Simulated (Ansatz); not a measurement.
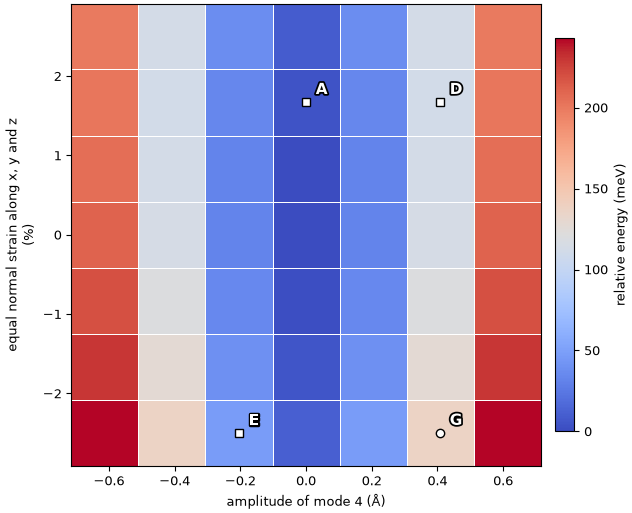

Na (I4/mmm, No. 139; 2 atoms in the cell). 
- The energy is mapped over a normal mode and a strain (zone-centre modes of the 2-atom cell of this scan, which folds in the wave vector (1/2, 1/2, 1/2) of the primitive cell) (x along [1 0 0], y along [0 1 0], z along [0 0 1] of the conventional cell).
- First axis: amplitude of mode 4 (97 cm⁻¹), largest displacement in the unstrained cell. Second axis: equal normal strain along x, y and z.
- Nothing is relaxed (the pattern is fixed in fractional coordinates).
- Grid: 7 × 7 points; 28 points were computed and 21 follow by symmetry.
- Points are written as (first, second).
- All energies are given in meV per cell relative to the lowest grid point.
- Level of theory: DFT PBEsol, scalar-relativistic, plane waves, PAW in Ansatz 0.2.0. Settings: cutoff 520 eV, k-mesh 12×12×10 in the order of the run's cell vectors, gaussian smearing 0.15 eV, no spin polarisation.

In the figure: one coloured cell a grid point, lettered points.

### Rank the lettered points by energy, lowest first.

A (3.9 meV), E (47 meV), D (111 meV), G (137 meV).
